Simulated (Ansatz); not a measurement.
The calculation's input:

```
crystal:
  lattice:
    - [-1.604761016, -2.7795276138, 0.0]
    - [1.604761016, -2.7795276138, 0.0]
    - [0.0, 0.0, 10.4819366247]
  atoms:
    - { symbol: Mg, position: [0.0, 0.0, 0.0] }
    - { symbol: Mg, position: [0.3333333333, 0.3333333333, 0.3333333333] }
    - { symbol: Mg, position: [0.6666666667, 0.6666666667, 0.6666666667] }
    - { symbol: O, position: [1.0, 1.0, 0.428786] }
    - { symbol: O, position: [0.3333333333, 0.3333333333, 0.7621193333] }
    - { symbol: O, position: [0.6666666667, 0.6666666667, 0.0954526667] }
    - { symbol: O, position: [1.0, 1.0, 0.571214] }
    - { symbol: O, position: [0.3333333333, 0.3333333333, 0.9045473333] }
    - { symbol: O, position: [0.6666666667, 0.6666666667, 0.2378806667] }
basis:
  ecutwfc: 420
kpoints:
  mp_grid: { grid: [10, 10, 3] }
hamiltonian:
  xc: pbesol
scf:
  occupations: { method: gaussian, width: 0.05 }
output:
  forces: true
  stress: true
  eigenvalues: true
  write_density: true
  write_potential: true
  elf: true
  volumetric_format: npy
```

Command:

```sh
ansatz run input.yaml --threads 2 --pin off --max-ram 5120MiB --backend cpu --events-out ev --progress --plain --runs-dir out
```

Below, planes, directions and counts refer to the conventional cell (a = 3.21 Å, b = 3.21 Å, c = 10.48 Å, α = 90.00°, β = 90.00°, γ = 120.00°).

Space group R-3m; a structure from a database of computed crystals, not necessarily the ambient phase; not relaxed (largest force 0.3 eV/Å); computed pressure about −5 GPa in this cell.

Method: Ansatz 0.2.0, DFT PBEsol, scalar-relativistic, plane waves, PAW.

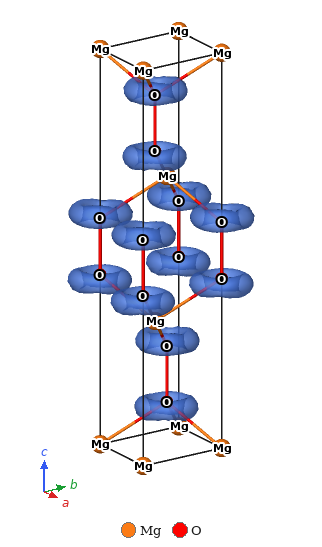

MgO$_{2}$. Isosurface of the electron localisation function at 0.85 (blue), seen at an oblique angle. Core shells and regions of very low density are left out. Sticks mark near contacts.

In a PAW calculation such maps are meaningful between the atoms, not at the nuclei.

Describe the localisation domains.

Answer. The ELF exceeds this value in six regions wrapped around O (the valence shell of each), counted in one cell of 9 atoms. Regions shared between cells count once. Along the contacts the grid gives the following. O–O (1.49 Å): the ELF peaks at about 0.70 between the atoms. Mg–O (2.11 Å): the ELF peaks at about 0.90 in the valence shell of O, 0.6 Å from its nucleus, and is about 0.35 at the midpoint: an ionic contact with no shared pair.
